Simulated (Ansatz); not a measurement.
# Two runs on Nb

System: Nb (P6₃/mmc, 4 atoms in the cell).
Method of the first run: DFT, LDA (PW92), plane waves (420 eV) with PAW, scalar-relativistic, no spin polarisation (Ansatz 0.2.0).

Text and figures count atoms from 1; the logs count them from 0 in places.

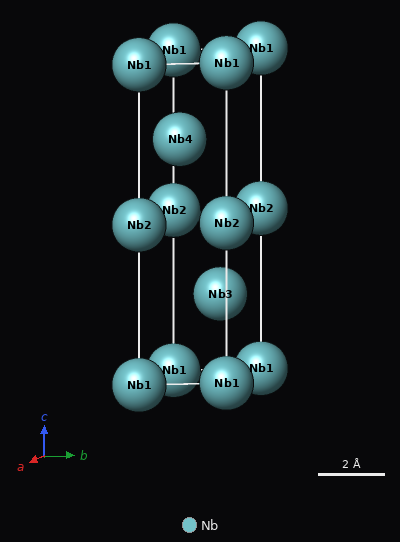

Figure 1. The structure (spheres-only view of the cell of the calculation, seen slightly off an axis; atoms are numbered from 1 in the order of the input).

**Input, the first run**
```yaml
crystal:
  lattice:
    - [2.6871609192, 0.0, 0.0]
    - [-1.3435804596, 2.3271496201, 0.0]
    - [0.0, 0.0, 9.9316715525]
  atoms:
    - { symbol: Nb, position: [0.0, 1.0, 0.0] }
    - { symbol: Nb, position: [0.0, 1.0, 0.5] }
    - { symbol: Nb, position: [0.3333333333, 0.6666666667, 0.25] }
    - { symbol: Nb, position: [0.6666666667, 0.3333333333, 0.75] }
hamiltonian:
  xc: lda
  pseudopotentials:
    kind: paw
    azcp:
      Nb: "pseudopotentials/Nb.paw.azcp"
basis:
  ecutwfc: 420
  fft_grid_basis: typed
kpoints:
  mp_grid: { grid: [15, 15, 4], shift: [0, 0, 0] }
magnetization:
  spin_polarized: false
scf:
  occupations: { method: fermi_dirac, width: 0.1 }
  lower_state_search: "off"
output:
  stress: true
```

Hardware: 2 threads of an x86-64 CPU, shared host.

**Output, shortened to warnings, some set-up lines, iterations and results (the first run)**
```
Warning: [file] the record states the generating functional pbe (its physics header spells it `PBE`), which answers neither for hamiltonian.xc's functional nor for the lda family's — results may be inconsistent (PPs are generated against a specific XC)
Basis set: ecut = 420 eV, 1251 PW (Γ)
Symmetry: 24 space group operations
k-points: 81 of 900
Initial density: superposition of atomic densities (neutral atoms: chi_scale 0, normalization atom), corrected by the library's trained network
[...]
SCF iter   1: F=—  HF=-17768.532949 eV  |F-HF|=—  |Δ(HF+E_count)|=         —  Δρ=7.95e-3  dr2=2.10e-2  ethr=1.77e-3  ⟨swp⟩=5.4  Hψ=22156  notcnv=0  defer=58
SCF iter   2: F=—  HF=-17768.528468 eV  |F-HF|=—  |Δ(HF+E_count)|=   4.48e-3  Δρ=4.65e-3  dr2=8.77e-3  ethr=4.04e-5  ⟨swp⟩=1.0  Hψ=3726  notcnv=0  defer=87
SCF iter   3: F=—  HF=-17768.526438 eV  |F-HF|=—  |Δ(HF+E_count)|=   2.03e-3  Δρ=4.30e-4  dr2=6.18e-5  ethr=1.69e-5  ⟨swp⟩=2.6  Hψ=4749  notcnv=0  defer=87
SCF iter   4: F=—  HF=-17768.526428 eV  |F-HF|=—  |Δ(HF+E_count)|=   1.01e-5  Δρ=1.08e-4  dr2=1.62e-5  ethr=1.19e-7  ⟨swp⟩=2.0  Hψ=5057  notcnv=0  defer=87
SCF iter   5: F=—  HF=-17768.526425 eV  |F-HF|=—  |Δ(HF+E_count)|=   2.66e-6  Δρ=2.30e-5  dr2=2.96e-7  ethr=3.11e-8  ⟨swp⟩=2.0  Hψ=4384  notcnv=0  defer=87
SCF iter   6: F=-17768.526425 eV  HF=-17768.526425 eV  |F-HF|=2.61e-8  |Δ(HF+E_count)|=   8.35e-8  Δρ=5.17e-6  dr2=3.10e-8  ethr=1.92e-10  ⟨swp⟩=4.0  Hψ=8550  notcnv=0
SCF 1 converged in 6 iterations: F = -17768.526425 eV  dr2 = 3.10e-8
SCF converged after 6 iterations
Free energy (F): -17768.526425 eV
Harris-Foulkes:  -17768.526425 eV  (|F-HF|=2.61e-8)
Internal energy: -17768.389942 eV  (E = F + TS)
E sigma→0 (E₀):  -17768.458183 eV
Entropy (-TS):   -0.136483 eV (-34.121 meV/atom)
Fermi energy:    21.177250 eV
--- Per-component energies (eV) ---
  E_band       = -108.983712
  E_kinetic    = 1612.201650
  E_local      = -2474.818403  (includes V_loc(G=0)·N_el)
  E_nonlocal   = 504.115075
  E_hartree    = 781.265885
  E_xc         = -707.843511
  E_vxc        = -863.788021  (∫ρ·V_xc dr)
  E_paw        = -11863.979705  (= ΣΔE_a)
  E_vpaw       = -449.226715  (= ΣTr[D̂ρ^β])
  E_aug_tail   = 0.000027  (compensation charges beyond the density's cutoff)
  E_ewald      = -5621.033737
  E_core_change = 1.702777  (= ΣΔE_core)
  E_smearing   = -0.136483  (= −TS)
  E_closure    = -0.000000  (closes the sum)
  Σ components = -17768.526425   (vs F -17768.526425, Δ=0.00e0)
--- Stress (GPa, compression-positive) ---
       30.153431       0.000000       0.000000
        0.000000      30.153431       0.000000
        0.000000       0.000000      27.589194
  P = ⅓ Tr σ = 29.2987 GPa (292.987 kbar)
```

For the second run the input was changed thus:
```diff
-    - [2.6871609192, 0.0, 0.0]
-    - [-1.3435804596, 2.3271496201, 0.0]
-    - [0.0, 0.0, 9.9316715525]
+    - [2.8770055686, 0.0, 0.0]
+    - [-1.4385027843, 2.4915599092, 0.0]
+    - [0.0, 0.0, 10.6333320633]
```

Predict how the results change.

With the same functional and potentials, the second run lies 118.8 meV per atom lower. The pressure goes from 29.30 to −12.01 GPa. The volume per atom goes from 15.53 to 19.06 Å³. The number of SCF iterations is the same. The plane waves at Γ go from 1251 to 1475.

**Output, shortened to warnings, some set-up lines, iterations and results (the second run)**
```
Warning: [file] the record states the generating functional pbe (its physics header spells it `PBE`), which answers neither for hamiltonian.xc's functional nor for the lda family's — results may be inconsistent (PPs are generated against a specific XC)
Basis set: ecut = 420 eV, 1475 PW (Γ)
Symmetry: 24 space group operations
k-points: 81 of 900
Initial density: superposition of atomic densities (neutral atoms: chi_scale 0, normalization atom), corrected by the library's trained network
[...]
SCF iter   1: F=—  HF=-17769.006876 eV  |F-HF|=—  |Δ(HF+E_count)|=         —  Δρ=6.88e-3  dr2=3.06e-2  ethr=1.77e-3  ⟨swp⟩=5.4  Hψ=21855  notcnv=0  defer=31
SCF iter   2: F=—  HF=-17769.003046 eV  |F-HF|=—  |Δ(HF+E_count)|=   3.83e-3  Δρ=3.83e-3  dr2=9.02e-3  ethr=5.89e-5  ⟨swp⟩=1.0  Hψ=3726  notcnv=0  defer=44
SCF iter   3: F=—  HF=-17769.001692 eV  |F-HF|=—  |Δ(HF+E_count)|=   1.35e-3  Δρ=4.72e-4  dr2=1.58e-4  ethr=1.74e-5  ⟨swp⟩=1.7  Hψ=3986  notcnv=0  defer=44
SCF iter   4: F=—  HF=-17769.001658 eV  |F-HF|=—  |Δ(HF+E_count)|=   3.40e-5  Δρ=6.49e-5  dr2=2.48e-6  ethr=3.04e-7  ⟨swp⟩=2.1  Hψ=4362  notcnv=0  defer=44
SCF iter   5: F=—  HF=-17769.001659 eV  |F-HF|=—  |Δ(HF+E_count)|=   5.11e-7  Δρ=1.41e-5  dr2=1.24e-7  ethr=4.77e-9  ⟨swp⟩=2.4  Hψ=4533  notcnv=0  defer=44
SCF iter   6: F=-17769.001659 eV  HF=-17769.001659 eV  |F-HF|=2.80e-9  |Δ(HF+E_count)|=   1.87e-8  Δρ=3.13e-6  dr2=7.75e-9  ethr=1.92e-10  ⟨swp⟩=3.5  Hψ=7892  notcnv=0
SCF 1 converged in 6 iterations: F = -17769.001659 eV  dr2 = 7.75e-9
SCF converged after 6 iterations
Free energy (F): -17769.001659 eV
Harris-Foulkes:  -17769.001659 eV  (|F-HF|=2.80e-9)
Internal energy: -17768.818431 eV  (E = F + TS)
E sigma→0 (E₀):  -17768.910045 eV
Entropy (-TS):   -0.183228 eV (-45.807 meV/atom)
Fermi energy:    16.696612 eV
--- Per-component energies (eV) ---
  E_band       = -339.641200
  E_kinetic    = 1575.522843
  E_local      = -2955.127211  (includes V_loc(G=0)·N_el)
  E_nonlocal   = 498.267941
  E_hartree    = 916.311623
  E_xc         = -694.934542
  E_vxc        = -846.876893  (∫ρ·V_xc dr)
  E_paw        = -11860.442682  (= ΣΔE_a)
  E_vpaw       = -444.052176  (= ΣTr[D̂ρ^β])
  E_aug_tail   = 0.000022  (compensation charges beyond the density's cutoff)
  E_ewald      = -5250.119203
  E_core_change = 1.702777  (= ΣΔE_core)
  E_smearing   = -0.183228  (= −TS)
  E_closure    = 0.000000  (closes the sum)
  Σ components = -17769.001659   (vs F -17769.001659, Δ=0.00e0)
--- Stress (GPa, compression-positive) ---
      -12.396080       0.000000       0.000000
        0.000000     -12.396080       0.000000
        0.000000       0.000000     -11.223581
  P = ⅓ Tr σ = -12.0052 GPa (-120.052 kbar)
```

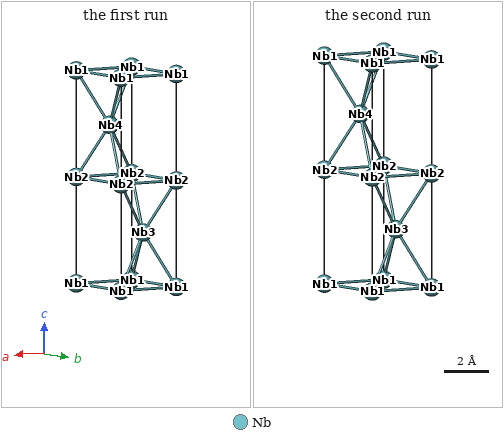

Figure 2. The two input geometries at one scale (ball-and-stick view of the cell of the calculation, seen at an oblique angle). The atoms keep their places relative to the cell (all moves are under 0.005 Å). The volume changes by +22.7 %, with a = b 2.687 → 2.877 Å (+7.1 %), c 9.932 → 10.633 Å (+7.1 %). Among the contacts that change: Nb1–Nb3 2.928 → 3.135 Å, Nb1–Nb1 2.687 → 2.877 Å.

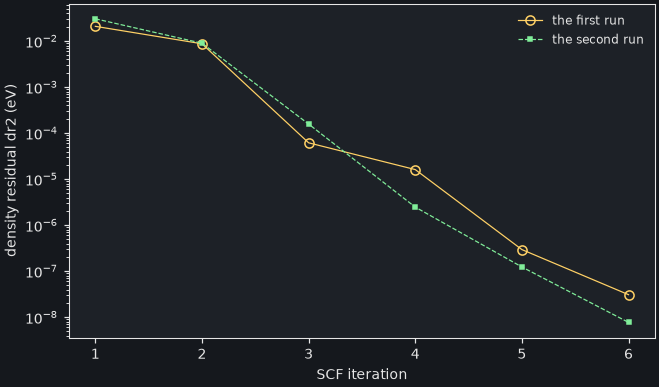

Figure 3. Convergence of the two runs: density residual dr2 against the SCF iteration. The first run takes 6 iterations in all, and the second run takes 6.

**The two runs side by side**

```tsv
quantity	the first run	the second run
outcome	converged	converged
free energy per atom (eV)	−4442.1316	−4442.2504
energy per atom, smearing taken to zero (eV)	−4442.1145	−4442.2275
pressure (GPa)	29.30	−12.01
volume per atom (Å³)	15.53	19.06
SCF iterations	6	6
irreducible k-points	81	81
plane waves at Γ	1251	1475
wall time (shared host)	2.4 s	2.8 s
```

For both runs: Warnings: the PAW datasets were made with another functional. For the first run: The cell is under a pressure of 29 GPa at this level, so it is not at its equilibrium volume. For the second run: The cell is under a tension of 12.0 GPa at this level, so it is not at its equilibrium volume.
